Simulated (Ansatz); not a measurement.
# Single-point calculation of FeO (part 1 of 2)

FeO (4 atoms in the cell), computed with DFT LDA+U, scalar-relativistic, plane waves, PAW, Ueff = 3 eV on Fe atom 1 d; Ueff = 3 eV on Fe atom 2 d, spin-polarised (Ansatz 0.2.0).

The structure was built on a prototype by a generator; it need not be a known phase. It belongs to a series of runs on one base structure; here: antiferromagnetic start, free. Figures and captions count atoms from 1; the log counts them from 0 in places.

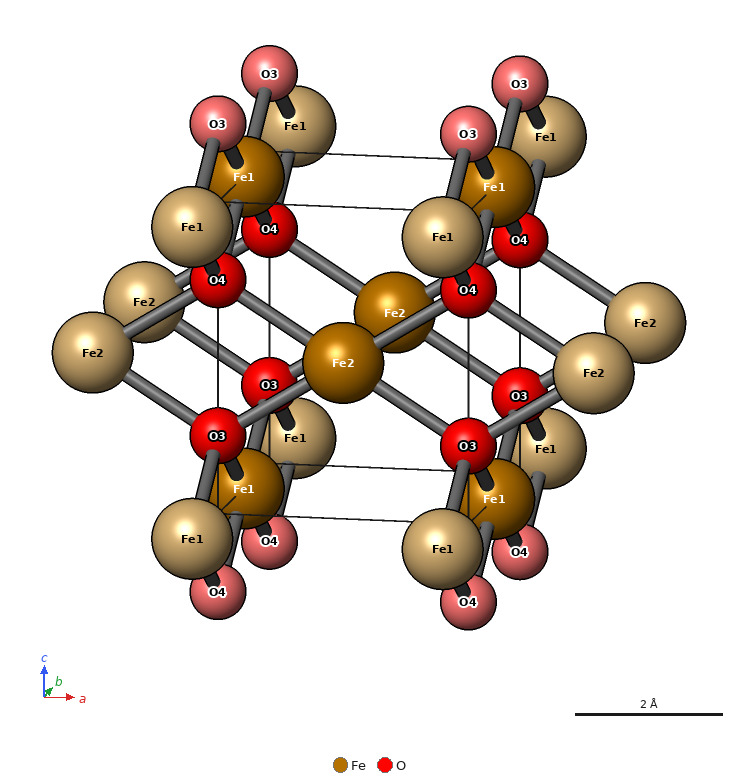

*The structure (ball-and-stick view of the cell of the calculation, seen slightly off an axis; neighbours outside the cell are drawn fainter; atoms are numbered from 1 in the order of the input). An atom can appear more than once, as a periodic image.*

### Input
```yaml
crystal:
  lattice:
    - [3.50238081, 0.0, 0.0]
    - [0.0, 3.50238081, 0.0]
    - [0.0, 0.0, 4.36047231]
  atoms:
    - { symbol: Fe, position: [0.0, 0.5, 0.0], spin: 4.0 }
    - { symbol: Fe, position: [0.5, 0.0, 0.5], spin: -4.0 }
    - { symbol: O, position: [0.0, 0.0, 0.25] }
    - { symbol: O, position: [0.0, 0.0, 0.75] }
basis:
  ecutwfc: 420
  ecutrho_ratio: 4
kpoints:
  mp_grid: { grid: [5, 5, 5] }
hamiltonian:
  xc: lda
  hubbard:
    sites:
      - { site: 0, l: d, u_eff: 3.0, starting_ns: [{ spin: up, occupation_matrix: s0up }, { spin: down, occupation_matrix: s0down }] }
      - { site: 1, l: d, u_eff: 3.0, starting_ns: [{ spin: up, occupation_matrix: s1up }, { spin: down, occupation_matrix: s1down }] }
    occupation_matrices:
      s0up:
        matrix:
          - [0.97, 0.0, 0.0, 0.0, 0.0]
          - [0.0, 0.97, 0.0, 0.0, 0.0]
          - [0.0, 0.0, 0.97, 0.0, 0.0]
          - [0.0, 0.0, 0.0, 0.97, 0.0]
          - [0.0, 0.0, 0.0, 0.0, 0.97]
      s0down:
        matrix:
          - [0.41473, 0.0, 0.0, -0.46817, 0.0]
          - [0.0, 0.02, 0.0, 0.0, 0.0]
          - [0.0, 0.0, 0.02, 0.0, 0.0]
          - [-0.46817, 0.0, 0.0, 0.57527, 0.0]
          - [0.0, 0.0, 0.0, 0.0, 0.02]
      s1up:
        matrix:
          - [0.41473, 0.0, 0.0, 0.46817, 0.0]
          - [0.0, 0.02, 0.0, 0.0, 0.0]
          - [0.0, 0.0, 0.02, 0.0, 0.0]
          - [0.46817, 0.0, 0.0, 0.57527, 0.0]
          - [0.0, 0.0, 0.0, 0.0, 0.02]
      s1down:
        matrix:
          - [0.97, 0.0, 0.0, 0.0, 0.0]
          - [0.0, 0.97, 0.0, 0.0, 0.0]
          - [0.0, 0.0, 0.97, 0.0, 0.0]
          - [0.0, 0.0, 0.0, 0.97, 0.0]
          - [0.0, 0.0, 0.0, 0.0, 0.97]
    ns_hold: { iters: 8 }
scf:
  occupations: { method: gaussian, width: 0.05 }
  lower_state_search: "off"
  max_iter: 150
output:
  forces: true
  stress: true
  eigenvalues: true
  populations: true
  hubbard: { sites: [{ site: 0, l: d }, { site: 1, l: d }] }
  write_density: true
  write_potential: true
  elf: true
  volumetric_format: npy
magnetization:
  spin_polarized: true
```

Launched with:
```bash
ansatz run input.yaml --threads 2 --pin off --max-ram 3072MiB --backend cpu --events-out ev --progress --plain --runs-dir out
```

### What the program printed
```
Fe: projections on atomic orbitals take those of the free atom [Ne] 3s2 3p6 3d6 4s2, of charge +0.00 (hamiltonian.pseudopotentials.projection_atoms); the dataset's partial waves leave at most 1.1e-6 of an orbital's norm unspanned inside its sphere
O: projections on atomic orbitals take those of the free atom [He] 2s2 2p4, of charge +0.00 (hamiltonian.pseudopotentials.projection_atoms); the dataset's partial waves leave at most 1.9e-8 of an orbital's norm unspanned inside its sphere
Engine: ansatz 0.2.0, x86_64-unknown-linux-gnu
Pseudopotentials: kind: paw
Pseudopotential: Fe, paw, valence charge 16, recommended cutoff 420 eV (normal), Fe.paw.azcp
Pseudopotential: O, paw, valence charge 6, recommended cutoff 420 eV (normal), O.paw.azcp
Functional definition: SPW92
  exchange = slater_x
  correlation = pw_c
Crystal: 4 atoms, lattice volume = 53.488 Å³
Basis set: ecut = 420 eV, 1035 PW (Γ)
Bands: 32, of which v1, the nominal top of the filled ones, is band 22 counted from 1 (21 counted from 0)
Symmetry: 8 space group operations
Space group: Pmmm (ITA 47), of the structure as read, at distance tolerance 3.8e-5 Å
Magnetic group: BNS 131.439 (UNI 1099), of the structure as read, at distance tolerance 3.8e-5 Å
k-points: 27 of 125
Non-local potential: Fe, projectors of the file, l = 0: 3, l = 1: 2, l = 2: 3, l = 3: 1
Non-local potential: O, projectors of the file, l = 0: 2, l = 1: 2, l = 2: 1
PAW form: soft (Blöchl's): semilocal exchange-correlation on the pseudo side does not see the compensation charge
PAW frozen core: Fe, regenerated for the run's functional, and the local potential with it (the file was generated under x = pbe(κ = 0.804, μ = 0.2195149727645171), c = pbe(β = 0.06672455060314922))
PAW frozen core: O, regenerated for the run's functional, and the local potential with it (the file was generated under x = pbe(κ = 0.804, μ = 0.2195149727645171), c = pbe(β = 0.06672455060314922))
PAW one-centre angular grid: Fe, 590 points (default); XC on 64 Gauss nodes
PAW one-centre angular grid: O, 110 points (default); XC on 64 Gauss nodes
Initial density: superposition of atomic densities (chi_scale 0.1, normalization cell, long waves kept (reshape's long-wave potential 0.02 eV rms))
Starting moments: Σ|m| = 8 μB on 2 of 4 sites
Starting magnetic order: altermagnet, d-wave, planar spin-momentum locking; spin-degenerate planes through Γ normal to [1 -1 0], [1 1 0] of the run's lattice
Initial wavefunctions: pseudopotential atomic-orbital guess
Functional: x = slater, c = lda
SCF iter   1: F=—  HF=-9946.564855 eV  |F-HF|=—  |Δ(HF+E_count)|=         —  Δρ=1.58e-1 (↑1.58e-1 ↓1.58e-1)  dr2=3.71e1  dr2_m=3.18e0  M=0.000 μB ∫|m|=5.570 μB  β_m=0.30  ethr=3.10e-3  ⟨swp⟩=4.8  Hψ=6285  notcnv=0  defer=22
preconditioner: auto → Kerker (q_TF=auto, 2.641 Å⁻¹)  [metal: Δε(μ)=0.032 eV  Ē_g=11.220 eV  σ=0.050 eV  W_gap=0.35  n_scr=18 (ndim 8)  ℏωp=26.9 eV  f_vac=0.000  D(μ)=6.47/eV (n_scr^D=90)]
spin=Collinear: Kerker preconditioning applied to the charge; magnetization (m = ρ↑ − ρ↓) channel mixes plain (no charge-response kernel on spin).
SCF iter   2: F=—  HF=-9943.408070 eV  |F-HF|=—  |Δ(HF+E_count)|=    3.16e0  Δρ=6.33e-2 (↑6.33e-2 ↓6.33e-2)  dr2=3.73e0  dr2_m=5.51e-1  M=0.000 μB ∫|m|=7.548 μB  β_m=1.00  ethr=3.10e-3  ⟨swp⟩=3.1  Hψ=4027  notcnv=0  defer=194
preconditioner: auto → Resta (q_TF=auto, 2.641 Å⁻¹)  ε∞=6.5  [insulator: Δε(μ)=0.195 eV  Ē_g=11.440 eV  σ=0.050 eV  W_gap=0.51  n_scr=18 (ndim 8)  ℏωp=26.9 eV  f_vac=0.000  D(μ)=0.38/eV (n_scr^D=0)  ε∞_Penn≈6.5]
spin=Collinear: Resta preconditioning applied to the charge; magnetization (m = ρ↑ − ρ↓) channel mixes plain (no charge-response kernel on spin).
SCF iter   3: F=—  HF=-9943.010839 eV  |F-HF|=—  |Δ(HF+E_count)|=   3.97e-1  Δρ=2.89e-2 (↑2.89e-2 ↓2.89e-2)  dr2=8.15e-1  dr2_m=5.24e-3  M=0.000 μB ∫|m|=7.450 μB  β_m=0.30  ethr=3.10e-3  ⟨swp⟩=3.5  Hψ=3441  notcnv=0  defer=194
SCF iter   4: F=—  HF=-9943.233582 eV  |F-HF|=—  |Δ(HF+E_count)|=   2.23e-1  Δρ=2.33e-2 (↑2.33e-2 ↓2.33e-2)  dr2=8.66e-1  dr2_m=4.17e-2  M=0.000 μB ∫|m|=7.175 μB  β_m=0.30  ethr=1.85e-3  ⟨swp⟩=2.9  Hψ=2899  notcnv=0  defer=194
SCF iter   5: F=—  HF=-9943.216088 eV  |F-HF|=—  |Δ(HF+E_count)|=   1.75e-2  Δρ=1.37e-2 (↑1.37e-2 ↓1.36e-2)  dr2=3.08e-1  dr2_m=3.61e-3  M=-0.000 μB ∫|m|=7.466 μB  β_m=1.00  ethr=1.85e-3  ⟨swp⟩=2.6  Hψ=2985  notcnv=0  defer=194
SCF iter   6: F=—  HF=-9943.216799 eV  |F-HF|=—  |Δ(HF+E_count)|=   7.11e-4  Δρ=3.98e-3 (↑3.98e-3 ↓3.98e-3)  dr2=1.92e-2  dr2_m=1.84e-3  M=-0.000 μB ∫|m|=7.402 μB  β_m=0.30  ethr=6.99e-4  ⟨swp⟩=2.8  Hψ=2475  notcnv=0  defer=194
SCF iter   7: F=—  HF=-9943.233895 eV  |F-HF|=—  |Δ(HF+E_count)|=   1.71e-2  Δρ=2.20e-3 (↑2.20e-3 ↓2.19e-3)  dr2=6.95e-4  dr2_m=2.02e-3  M=0.000 μB ∫|m|=7.375 μB  β_m=0.30  ethr=4.36e-5  ⟨swp⟩=2.0  Hψ=2304  notcnv=0  defer=194
SCF iter   8: F=—  HF=-9943.243782 eV  |F-HF|=—  |Δ(HF+E_count)|=   9.89e-3  Δρ=1.71e-3 (↑1.70e-3 ↓1.71e-3)  dr2=6.90e-4  dr2_m=1.15e-3  M=-0.000 μB ∫|m|=7.372 μB  β_m=0.30  ethr=1.58e-6  ⟨swp⟩=2.0  Hψ=3043  notcnv=0  defer=194
SCF iter   9: F=—  HF=-9943.248858 eV  |F-HF|=—  |Δ(HF+E_count)|=   5.08e-3  Δρ=1.12e-3 (↑1.12e-3 ↓1.11e-3)  dr2=1.80e-4  dr2_m=5.52e-4  M=0.000 μB ∫|m|=7.372 μB  β_m=0.30  ethr=1.57e-6  ⟨swp⟩=2.2  Hψ=2226  notcnv=0  defer=194
Mixer restart at iter 9: flushing history
spin-set hold released at iteration 9 (site moments contracting): the magnetisation degrees of freedom join the quasi-Newton model from the next iteration; the mixer history was flushed
SCF iter  10: F=—  HF=-9943.334581 eV  |F-HF|=—  |Δ(HF+E_count)|=         —  Δρ=2.33e-3 (↑2.33e-3 ↓2.33e-3)  dr2=4.79e-3  dr2_m=1.51e-3  M=-0.000 μB ∫|m|=7.345 μB  β_m=0.30  ethr=4.09e-7  ⟨swp⟩=2.1  Hψ=2569  notcnv=0  defer=194
SCF iter  11: F=—  HF=-9943.381175 eV  |F-HF|=—  |Δ(HF+E_count)|=   4.66e-2  Δρ=1.95e-3 (↑1.95e-3 ↓1.95e-3)  dr2=1.48e-3  dr2_m=1.37e-3  M=0.000 μB ∫|m|=7.339 μB  β_m=0.65  ethr=4.09e-7  ⟨swp⟩=2.0  Hψ=3062  notcnv=0  defer=194
SCF iter  12: F=—  HF=-9943.440292 eV  |F-HF|=—  |Δ(HF+E_count)|=   5.91e-2  Δρ=4.03e-3 (↑4.01e-3 ↓4.03e-3)  dr2=2.38e-2  dr2_m=2.10e-3  M=-0.000 μB ∫|m|=7.279 μB  β_m=0.60  ethr=4.09e-7  ⟨swp⟩=2.1  Hψ=2840  notcnv=0  defer=194
SCF iter  13: F=—  HF=-9943.438780 eV  |F-HF|=—  |Δ(HF+E_count)|=   1.51e-3  Δρ=1.91e-3 (↑1.91e-3 ↓1.91e-3)  dr2=3.10e-3  dr2_m=5.30e-4  M=0.000 μB ∫|m|=7.324 μB  β_m=0.75  ethr=4.09e-7  ⟨swp⟩=2.4  Hψ=3647  notcnv=0  defer=194
SCF iter  14: F=—  HF=-9943.440262 eV  |F-HF|=—  |Δ(HF+E_count)|=   1.48e-3  Δρ=1.60e-3 (↑1.60e-3 ↓1.60e-3)  dr2=2.58e-3  dr2_m=3.89e-4  M=0.000 μB ∫|m|=7.329 μB  β_m=0.88  ethr=4.09e-7  ⟨swp⟩=2.0  Hψ=2722  notcnv=0  defer=194
SCF iter  15: F=—  HF=-9943.442382 eV  |F-HF|=—  |Δ(HF+E_count)|=   2.12e-3  Δρ=6.50e-4 (↑6.50e-4 ↓6.50e-4)  dr2=1.88e-4  dr2_m=1.02e-4  M=-0.000 μB ∫|m|=7.325 μB  β_m=0.94  ethr=4.09e-7  ⟨swp⟩=2.2  Hψ=2805  notcnv=0  defer=194
SCF iter  16: F=—  HF=-9943.444367 eV  |F-HF|=—  |Δ(HF+E_count)|=   1.99e-3  Δρ=1.03e-3 (↑1.03e-3 ↓1.02e-3)  dr2=1.54e-3  dr2_m=1.09e-4  M=0.000 μB ∫|m|=7.318 μB  β_m=0.45  ethr=4.09e-7  ⟨swp⟩=2.0  Hψ=2930  notcnv=0  defer=194  recentre
SCF iter  17: F=—  HF=-9943.444175 eV  |F-HF|=—  |Δ(HF+E_count)|=   1.92e-4  Δρ=5.79e-4 (↑5.71e-4 ↓5.79e-4)  dr2=2.52e-4  dr2_m=6.92e-5  M=-0.000 μB ∫|m|=7.324 μB  β_m=0.35  ethr=4.09e-7  ⟨swp⟩=2.0  Hψ=2743  notcnv=0  defer=194
SCF iter  18: F=—  HF=-9943.444822 eV  |F-HF|=—  |Δ(HF+E_count)|=   6.47e-4  Δρ=8.81e-4 (↑8.81e-4 ↓7.84e-4)  dr2=7.10e-4  dr2_m=1.10e-4  M=0.001 μB ∫|m|=7.321 μB  β_m=0.99  ethr=4.09e-7  ⟨swp⟩=2.1  Hψ=2862  notcnv=0  defer=194
SCF iter  19: F=—  HF=-9943.443060 eV  |F-HF|=—  |Δ(HF+E_count)|=   1.76e-3  Δρ=1.36e-3 (↑1.36e-3 ↓1.30e-3)  dr2=1.34e-3  dr2_m=3.62e-4  M=0.000 μB ∫|m|=7.315 μB  β_m=1.00  ethr=4.09e-7  ⟨swp⟩=2.2  Hψ=3002  notcnv=0  defer=198  recentre
SCF iter  20: F=—  HF=-9943.444905 eV  |F-HF|=—  |Δ(HF+E_count)|=   1.84e-3  Δρ=4.62e-4 (↑3.96e-4 ↓4.62e-4)  dr2=2.58e-4  dr2_m=1.49e-5  M=0.002 μB ∫|m|=7.323 μB  β_m=0.87  ethr=4.09e-7  ⟨swp⟩=2.2  Hψ=2938  notcnv=0  defer=202
SCF iter  21: F=—  HF=-9943.445028 eV  |F-HF|=—  |Δ(HF+E_count)|=   1.24e-4  Δρ=8.99e-4 (↑8.99e-4 ↓4.57e-4)  dr2=5.44e-4  dr2_m=9.99e-5  M=-0.003 μB ∫|m|=7.330 μB  β_m=0.67  ethr=4.09e-7  ⟨swp⟩=2.0  Hψ=2812  notcnv=0  defer=202  recentre
SCF iter  22: F=—  HF=-9943.445013 eV  |F-HF|=—  |Δ(HF+E_count)|=   1.51e-5  Δρ=4.26e-4 (↑1.72e-4 ↓4.26e-4)  dr2=8.57e-5  dr2_m=2.44e-5  M=0.002 μB ∫|m|=7.327 μB  β_m=0.74  ethr=4.09e-7  ⟨swp⟩=2.1  Hψ=2203  notcnv=0  defer=202
SCF iter  23: F=—  HF=-9943.445000 eV  |F-HF|=—  |Δ(HF+E_count)|=   1.30e-5  Δρ=1.37e-4 (↑1.37e-4 ↓1.36e-4)  dr2=1.39e-5  dr2_m=3.87e-6  M=-0.000 μB ∫|m|=7.327 μB  β_m=0.77  ethr=1.95e-7  ⟨swp⟩=2.1  Hψ=2445  notcnv=0  defer=202
SCF iter  24: F=—  HF=-9943.444983 eV  |F-HF|=—  |Δ(HF+E_count)|=   1.73e-5  Δρ=1.63e-4 (↑1.63e-4 ↓1.53e-4)  dr2=7.71e-6  dr2_m=6.94e-6  M=-0.000 μB ∫|m|=7.327 μB  β_m=0.66  ethr=3.15e-8  ⟨swp⟩=2.0  Hψ=2736  notcnv=0  defer=202
SCF iter  25: F=—  HF=-9943.445012 eV  |F-HF|=—  |Δ(HF+E_count)|=   2.95e-5  Δρ=1.90e-5 (↑1.90e-5 ↓1.86e-5)  dr2=4.42e-7  dr2_m=6.49e-8  M=-0.000 μB ∫|m|=7.327 μB  β_m=0.79  ethr=1.75e-8  ⟨swp⟩=2.0  Hψ=2713  notcnv=0  defer=202
SCF iter  26: F=-9943.445013 eV  HF=-9943.445013 eV  |F-HF|=2.21e-8  |Δ(HF+E_count)|=   1.67e-7  Δρ=7.09e-6 (↑7.09e-6 ↓6.92e-6)  dr2=2.91e-8  dr2_m=1.23e-8  M=-0.000 μB ∫|m|=7.327 μB  ethr=2.27e-10  ⟨swp⟩=11.1  Hψ=11715  notcnv=0
SCF 1 converged in 26 iterations: F = -9943.445013 eV  dr2 = 2.91e-8
  greatest PAW one-centre occupation: 1.005 electrons in one spin orbital (limit 2), on the Fe atom at site 0 (counted from 0), in its partial waves of l = 1
```
